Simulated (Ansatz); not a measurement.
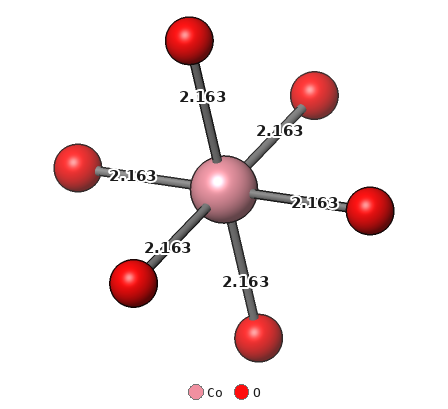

The surroundings of site Co1 (at 0.000, 0.000, 0.000) in CoO (R-3m, No. 166), with bond lengths in Å.

Origin of the cell: the geometry relaxed with DFT PBE+U, scalar-relativistic, plane waves, PAW (Ansatz).

```
CELL_PARAMETERS angstrom
3.07350 0.00000 0.00000
-1.53675 2.66173 0.00000
0.00000 0.00000 7.42051
ATOMIC_POSITIONS crystal
Co 0.00000 0.00000 0.00000
O 0.33333 0.66667 0.16667
Co 0.66667 0.33333 0.33333
O 0.00000 0.00000 0.50000
Co 0.33333 0.66667 0.66667
O 0.66667 0.33333 0.83333
```

Bond valence s = exp((R0 − d)/b), R0 fitted to published crystal structures with b = 0.37 Å; R0 in Å: Co2+–O 1.696.

Q: Calculate the bond-valence sum of Co1 from the bonds drawn.

A: 6 × 0.283 = 1.70 v.u., against a formal valence of 2: underbonded (bonds long for this ion) by 0.30.

Q: And over the whole structure?

A:
| site | x, y, z | formal valence | bond-valence sum | difference |
| --- | --- | --- | --- | --- |
| Co1 | 0.000, 0.000, 0.000 | +2 | 1.73 | -0.27 |
| O1 | 0.333, 0.667, 0.167 | −2 | 1.73 | -0.27 |

These sums include all anions within 5 Å. The global instability index (root mean square of the differences over all atoms) is 0.27 v.u.: above 0.2, which by the usual rule of thumb marks a strained structure. Cells relaxed with PBE tend to have slightly long bonds, which lowers the sums.
